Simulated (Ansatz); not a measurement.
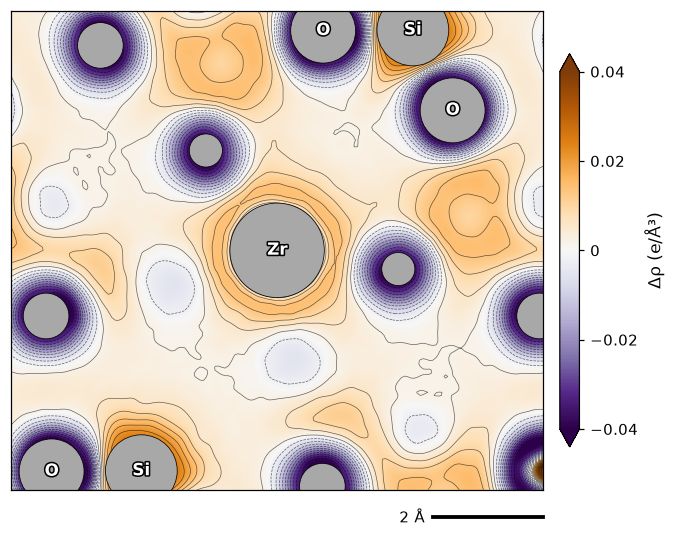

ZrSiO₄. Difference of the valence pseudo-densities of two functionals at the same geometry, on the (111) plane of the calculation cell: one of LDA and r2SCAN less the other.

Both computed with Ansatz (plane waves, PAW), on the same k-point mesh. Grey discs cover the atomic cores.

```xyz
12
Lattice="-3.3118 3.3118 2.9943 3.3118 -3.3118 2.9943 3.3118 3.3118 -2.9943" Properties=species:S:1:pos:R:3 pbc="T T T"
Zr    0.0000    3.3118    1.4971
Zr    0.0000    0.0000    0.0000
Si    3.3118    0.0000    1.4971
Si    0.0000    0.0000    2.9943
O     3.3118    2.0928   -1.0725
O     4.5307    0.0000    0.4246
O     0.0000    1.2189    1.9218
O     2.0928    0.0000    0.4246
O     3.3118    1.2189    2.5696
O     1.2189    0.0000    4.0668
O     3.3117   -1.2189    2.5697
O     2.0929    3.3117    1.0725
```

### Which was subtracted from which, and what does the map show?

It is LDA less r2SCAN. Against r2SCAN, LDA gives more density around Zr (+0.012 e/Å³ on average at 1.2 Å from the nucleus), less density around O (−0.023 e/Å³ on average at 0.7 Å from the nucleus) and a change of −0.011 e/Å³ at the midpoint of Si–O.
